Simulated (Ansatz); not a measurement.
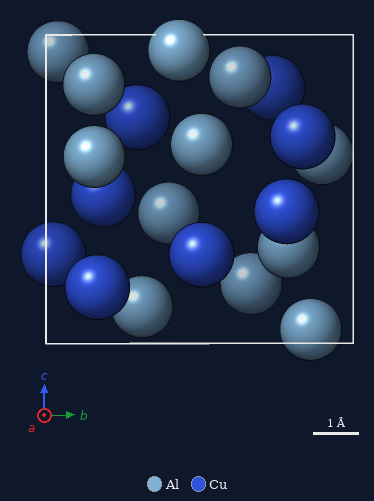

Starting frame of a dynamics run of an amorphous cell of composition Al$_{3}$Cu$_{2}$ (20 atoms in the cell). It starts from the last geometry of an earlier run, with fresh velocities. Style: spheres-only. Shown: the simulation cell, along the a axis.

Level of theory: Ansatz 0.2.0, DFT PBEsol, scalar-relativistic, plane waves, PAW.

The input:
```yaml
crystal:
  lattice:
    - [6.892192, -0.185464, -0.060055]
    - [-0.185464, 6.973898, 0.006784]
    - [-0.060055, 0.006784, 7.002285]
  atoms:
    - { symbol: Al, position: [0.6388645484, 0.1555008795, 0.8396667423] }
    - { symbol: Al, position: [0.2454170336, 0.898887709, 0.6139650395] }
    - { symbol: Al, position: [0.1403209584, 0.0392540643, 0.9456519404] }
    - { symbol: Al, position: [0.5029106295, 0.7894884381, 0.3116524225] }
    - { symbol: Al, position: [0.9554159294, 0.4327018784, 0.9499239663] }
    - { symbol: Al, position: [0.7209127504, 0.5064076053, 0.6450148816] }
    - { symbol: Al, position: [0.9201978576, 0.1569644249, 0.6059501959] }
    - { symbol: Al, position: [0.779011402, 0.8620648908, 0.0449928947] }
    - { symbol: Al, position: [0.1860341459, 0.3999215991, 0.4225145572] }
    - { symbol: Al, position: [0.1574878003, 0.6680572305, 0.1939073489] }
    - { symbol: Al, position: [0.4707518017, 0.3123235805, 0.119458879] }
    - { symbol: Al, position: [0.350888557, 0.6314917635, 0.8629544778] }
    - { symbol: Cu, position: [0.9200818014, 0.783129484, 0.4275893543] }
    - { symbol: Cu, position: [0.8704793085, 0.167030679, 0.1826105571] }
    - { symbol: Cu, position: [0.2245599983, 0.0240475886, 0.2894113019] }
    - { symbol: Cu, position: [0.0077648662, 0.7374153805, 0.8280340217] }
    - { symbol: Cu, position: [0.2820697893, 0.2975620945, 0.733307181] }
    - { symbol: Cu, position: [0.6002902194, 0.8358243516, 0.6700173371] }
    - { symbol: Cu, position: [0.8310293177, 0.5064182604, 0.287668334] }
    - { symbol: Cu, position: [0.5252911068, 0.1860850097, 0.4823574344] }
  symmetry: { detect: false }
basis:
  ecutwfc: 420
  xc_grid: 1
kpoints:
  mp_grid: { grid: [1, 1, 1], shift: [0.25, 0.25, 0.25] }
hamiltonian:
  xc: pbesol
scf:
  occupations: { method: fermi_dirac, width: 0.05 }
  lower_state_search: "off"
  convergence: { dr2_threshold: 1.0e-05 }
output:
  forces: true
  stress: true
md:
  timestep: 3.0
  n_steps: 82
  ensemble: nvt_langevin
  friction: 0.015
  temperature: 300.0
  initial_velocities: maxwell_boltzmann
  seed: 51779
```

Command:
```bash
ansatz run input.yaml --threads 2 --pin off --max-ram 5120MiB --backend cpu --events-out ev --progress --plain --runs-dir out
```

### Predict how the run goes.

Over the second half the temperature averages 311 K (spread ±60 K). The temperature is still falling (425 K in the second quarter, 255 K in the last), so the run isn't equilibrated. The potential energy is still drifting at the end, so the run hasn't reached equilibrium. The potential energy in the second half lies on average 67.2 meV per atom below the first frame. The first frame is far from relaxed (forces up to 1.7 eV/Å), so much of the motion is the structure settling. The mean pressure there is −7.8 GPa. In the second half of the run the atoms are, in the root-mean-square, this far from where they began (common drift taken out): Al 0.41 Å, Cu 0.33 Å. That is small against the typical shortest distance between atoms in the first frame, about 2.4 Å: the atoms vibrate about their sites and the arrangement holds.

Along the run (each row but the first and the last is the mean over the interval that it begins):

| time (fs) | potential energy (meV/atom) | T (K) | p (GPa) |
| --- | --- | --- | --- |
| 0.0 | 0.0 | 285 | -6.5 |
| 24.0 | -31.8 | 453 | -6.9 |
| 48.0 | -41.7 | 410 | -6.8 |
| 72.0 | -42.3 | 439 | -6.7 |
| 96.0 | -54.9 | 418 | -7.2 |
| 120.0 | -49.3 | 385 | -7.1 |
| 144.0 | -59.1 | 363 | -7.6 |
| 168.0 | -67.4 | 331 | -8.1 |
| 192.0 | -76.6 | 269 | -8.2 |
| 216.0 | -76.8 | 227 | -8.0 |
| 240.0 | -78.8 | 271 | -7.9 |

The paths of the atoms:

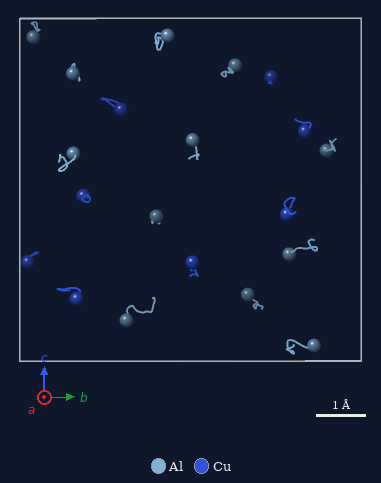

Limits of the set-up: the k-point mesh is coarse for a cell with partly filled bands; the periodic images lie only 6.9 Å apart, so the values are limited by the cell's size.

Cost: 5 min on 2 threads of Intel(R) Xeon(R) Processor @ 2.50GHz (Skylake/Cascade Lake) (shared host), peak memory 0.56 GiB.
